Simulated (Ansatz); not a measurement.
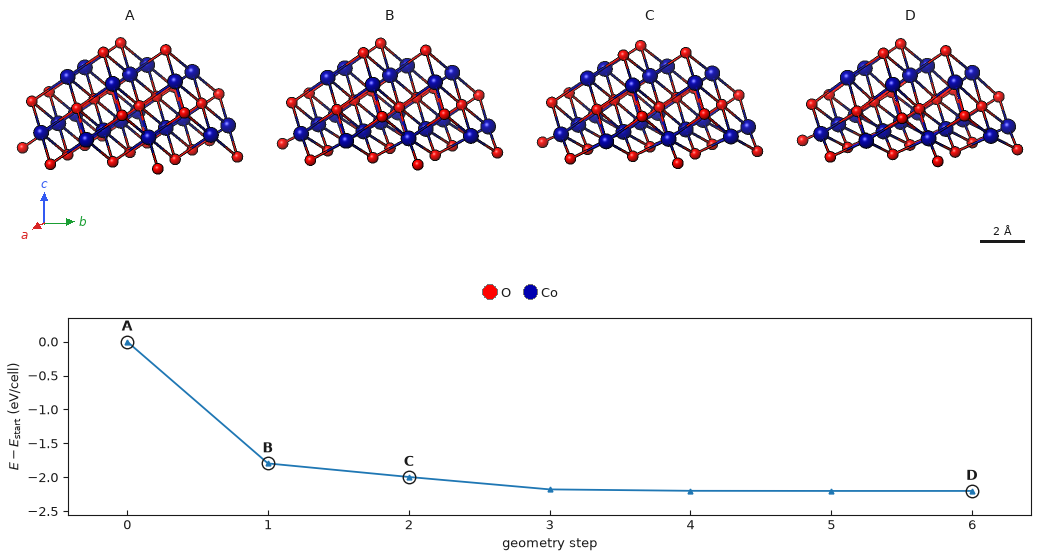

Frames of a relaxation of a slab of composition Co₅O₆ (cut from the Fm-3m phase), marked on the history of the run. Style: ball-and-stick. Shown: the atoms within 5.8 Å of the atom that moves most (axes of the 2 × 3 repeat of the cell, outlined in the plane, without the vacuum), from a free direction.

Case: (1 1 1) slab, atoms relaxed. The slab is the (1 1 1) face of CoO.

Level of theory: Ansatz 0.2.0, DFT PBEsol, scalar-relativistic, plane waves, PAW. Settings: plane-wave cutoff 420 eV; k-point mesh 12 × 12 × 1; occupations gaussian; smearing width 0.1 eV; collinear spin; dipole correction; atoms relaxed in a fixed cell; force threshold 0.02 eV/Å; at most 60 steps.

What happens along the run?

The largest moves relative to the layer's centre, 0.34 Å, are those of O atoms. Largest moves by element: O 0.34 Å, Co 0.05 Å. The cell stays as it was. Near-neighbour distances that change, for instance: Co–O 2.083 → 1.885 Å, Co–O 2.083 → 2.139 Å, Co–O 2.083 → 2.037 Å. Among the angles between lasting bonds that change: O–Co–O 90.0° → 102.8°, Co–O–Co 90.0° → 102.8°, O–Co–O 90.0° → 81.9°. The energy falls by 2.201 eV per cell of the calculation in 6 geometry steps. Largest force component: 4.8 eV/Å at the start, 0.0018 eV/Å at the end. The program noted that the starting moments weren't kept. From step 0 to 1: O atoms move most (0.19 Å), energy −1.795 eV per cell of the calculation. From step 1 to 2: O atoms move most (0.11 Å), energy −0.200 eV per cell of the calculation. From step 2 to 6: O atoms move most (0.09 Å), energy −0.206 eV per cell of the calculation.
